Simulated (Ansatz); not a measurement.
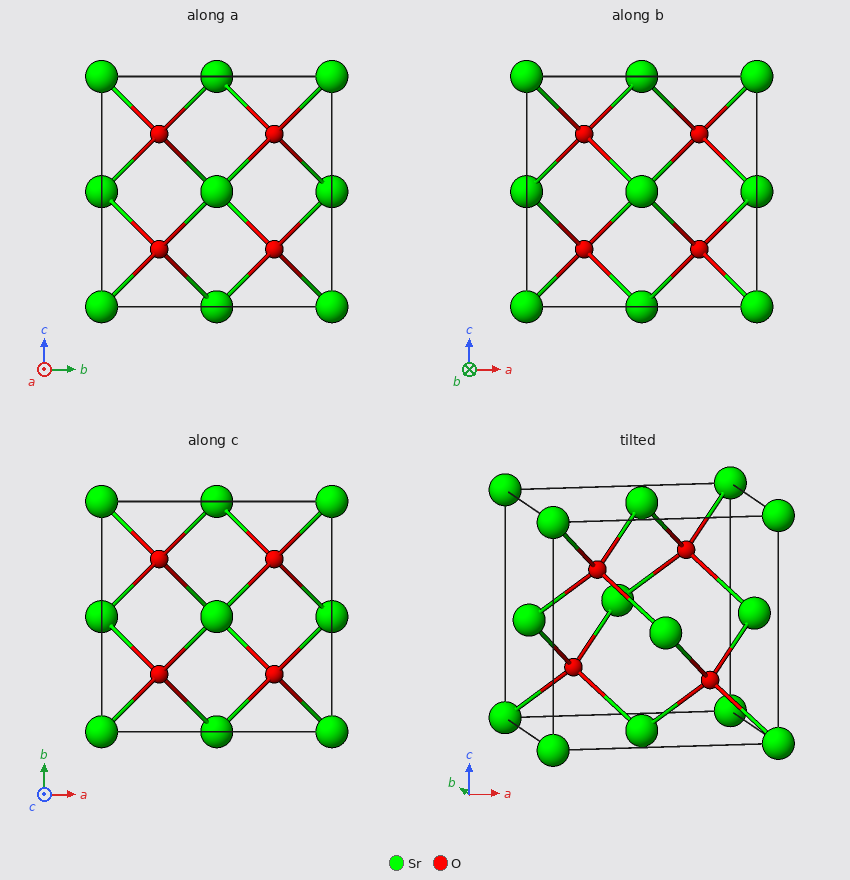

Ball-and-stick drawing of the structure, looking along the a axis, along the b axis, along the c axis and slightly off an axis. The conventional unit cell is outlined; an atom on or near a face, edge or corner is repeated at each equivalent position.

Lattice parameters: a = 5.6008 Å, b = 5.6008 Å, c = 5.6008 Å, α = 90.000°, β = 90.000°, γ = 90.000°.

**Record the structure as a CIF in P1 with every atom of the cell.**

```cif
data_structure
_symmetry_space_group_name_H-M 'P 1'
_symmetry_Int_Tables_number 1
_cell_length_a 5.6008
_cell_length_b 5.6008
_cell_length_c 5.6008
_cell_angle_alpha 90.000
_cell_angle_beta 90.000
_cell_angle_gamma 90.000
_cell_volume 175.69
loop_
_atom_site_label
_atom_site_type_symbol
_atom_site_fract_x
_atom_site_fract_y
_atom_site_fract_z
_atom_site_occupancy
Sr1 Sr 0.0000 0.0000 0.0000 1
O1 O 0.2500 0.2500 0.7500 1
Sr2 Sr 0.0000 0.5000 0.5000 1
O2 O 0.2500 0.7500 0.2500 1
Sr3 Sr 0.5000 0.0000 0.5000 1
O3 O 0.7500 0.2500 0.2500 1
Sr4 Sr 0.5000 0.5000 0.0000 1
O4 O 0.7500 0.7500 0.7500 1
```

The structure comes from a structure type filled with these elements by a generator (whether the compound takes this form wasn't checked). Earlier steps of the study may have refined or changed the cell and positions. An electronic-structure calculation with Ansatz was run on it.
